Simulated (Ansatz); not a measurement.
Ta (P6_3/mmc, No. 194): the geometry relaxed with DFT, PBE, plane waves (420 eV) with PAW, scalar-relativistic in Ansatz; the starting structure was generated, so it need not be a known form of this composition.

```
CELL_PARAMETERS angstrom
2.93823 0.00000 0.00000
-1.46911 2.54458 0.00000
0.00000 0.00000 10.05680
ATOMIC_POSITIONS crystal
Ta 0.00000 0.00000 0.00000
Ta 0.00000 0.00000 0.50000
Ta 0.33333 0.66667 0.25000
Ta 0.66667 0.33333 0.75000
```

> What will a dark-field STEM-like image along [001] show? Simulation: incoherent imaging, intensity Z^1.7 per atom, probe width 0.84 Å, thin sample. Shot noise was added.

The columns repeat on a hexagonal net with a repeat of 2.94 Å (plane group p6mm). The brightest columns hold 2 Ta per repeat; in falling brightness follow 1 Ta (about 50 %). Brightness is counted from the darkest point of the image. The shortest distance between visible columns is 1.70 Å in projection. Along the beam the structure repeats every 10.06 Å.

```csv
column,atoms along the beam per repeat,peak brightness
Ta,2 Ta,100 %
Ta,1 Ta,50 %
```

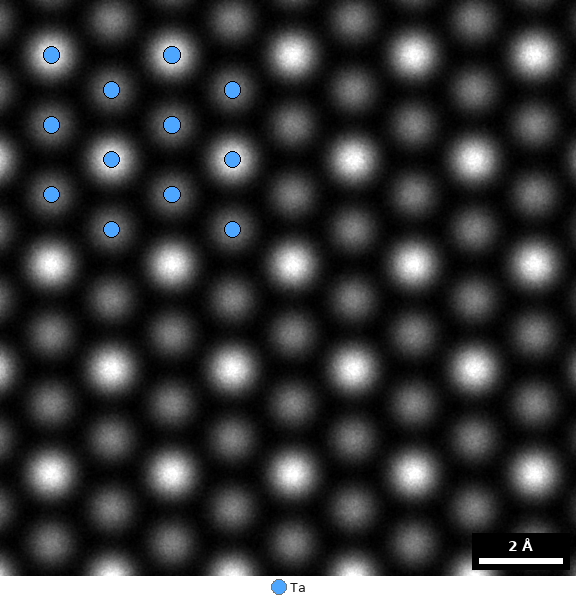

The simulated image, with the columns of the model marked in one corner.
